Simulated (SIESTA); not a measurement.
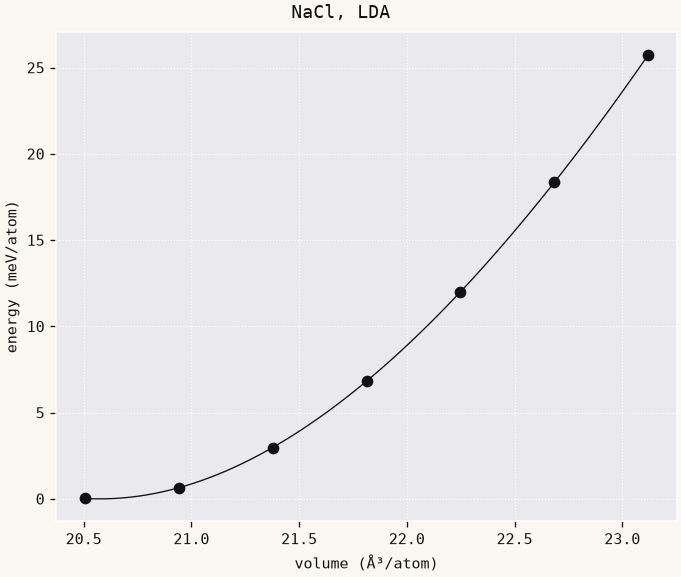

The figure shows the energy against volume for NaCl, space group Fm-3m (No. 225).

The given structure:
```cif
data_structure
_symmetry_space_group_name_H-M 'P 1'
_symmetry_Int_Tables_number 1
_cell_length_a 3.9514
_cell_length_b 3.9514
_cell_length_c 3.9514
_cell_angle_alpha 60.000
_cell_angle_beta 60.000
_cell_angle_gamma 60.000
_cell_volume 43.63
loop_
_atom_site_label
_atom_site_type_symbol
_atom_site_fract_x
_atom_site_fract_y
_atom_site_fract_z
_atom_site_occupancy
Cl1 Cl 0.50000 0.50000 0.50000 1
Na1 Na 0.00000 0.00000 0.00000 1
```

Method: DFT in numerical atomic orbitals with pseudopotentials, no spin polarisation; energies at scaled volumes of the given cell, shape and fractions fixed, counted from the fit's minimum, third-order Birch-Murnaghan fit (SIESTA 5.4.2). Level: LDA.

k mesh 8×8×8; occupations Fermi–Dirac; smearing width 0.05 eV; potentials PseudoDojo 0.4 standard, converted to PSML, two zetas on semicore shells; program settings basis DZP, mesh cutoff 800 Ry.

From this curve and the settings, what does the calculation give for the pressure at the same points?

The pressure falls from 0.13 GPa at volume 20.50 Å³/atom to −2.88 GPa at 23.12 Å³/atom, and changes sign near 20.59 Å³/atom.

| volume (Å³/atom) | pressure (GPa) |
| --- | --- |
| 20.50 | 0.13 |
| 20.94 | −0.55 |
| 21.38 | −1.14 |
| 21.81 | −1.67 |
| 22.25 | −2.12 |
| 22.69 | −2.53 |
| 23.12 | −2.88 |

Keep in mind: the fit and the printed pressures don't fully agree, or the minimum lies near the end of the range; mulliken charges of long orbitals.
